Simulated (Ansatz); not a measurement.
System: a (100) slab cut from AlCo (Pm-3m), unrelaxed, ended by Al above and Co below, 8 atoms in the cell.

```
Co Al
1.0
     2.82259    0.00000    0.00000
     0.00000    2.82259    0.00000
     0.00000    0.00000   24.87905
Co Al
4 4
Direct
  0.50000 0.50000 0.30146
  0.50000 0.50000 0.41491
  0.50000 0.50000 0.52836
  0.50000 0.50000 0.64182
  0.00000 0.00000 0.35818
  0.00000 0.00000 0.47164
  0.00000 0.00000 0.58509
  0.00000 0.00000 0.69854
```

Ansatz 0.2.0; DFT PBEsol, scalar-relativistic, plane waves, PAW, no spin polarisation, 12×12×1 k mesh, 420 eV cutoff, Gaussian smearing of 0.1 eV.

What does the potential across the slab give for the work function?

The work function is 4.11 eV at the right face and 4.58 eV at the left. The vacuum level is 0.48 eV higher at the left than at the right, so the slab carries a dipole along its normal; the ramp in the vacuum, at or near the edge of the plot, is the dipole correction that keeps each side flat. The outermost atoms are 9.9 Å apart, which leaves 15.0 Å of vacuum in a cell 24.9 Å high.

The run has no spin polarisation, so a magnetic state may lie lower. The atoms aren't at rest in this cell (largest force 0.9 eV/Å), so the relaxed material can differ.

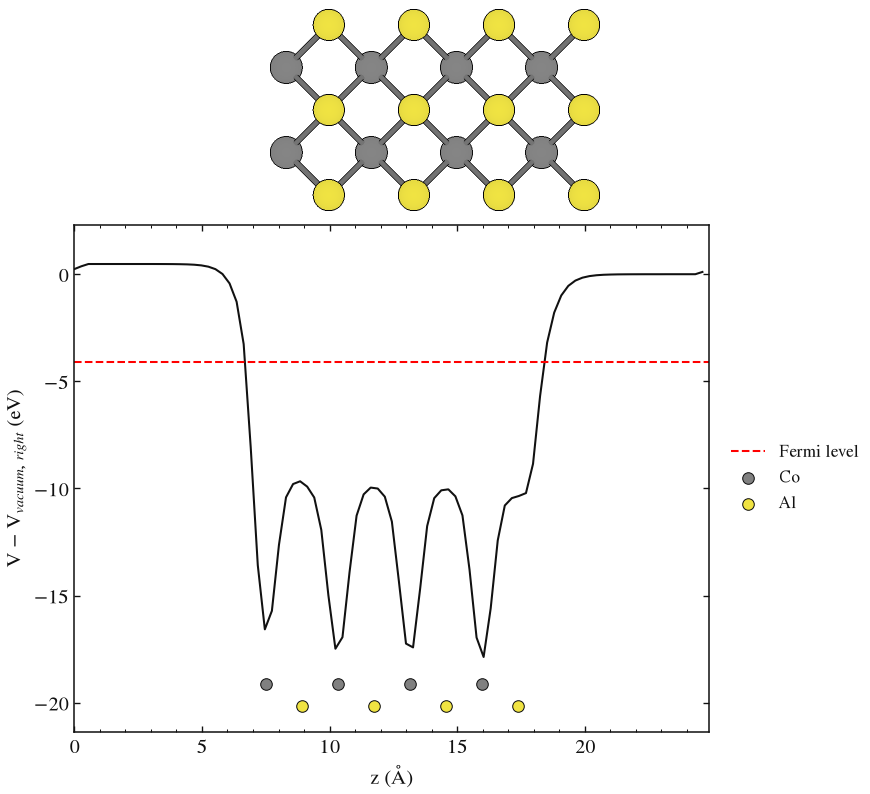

Plane-averaged electrostatic potential energy of an electron across the slab; circles at the bottom mark the heights of the atoms. The structure is drawn too.
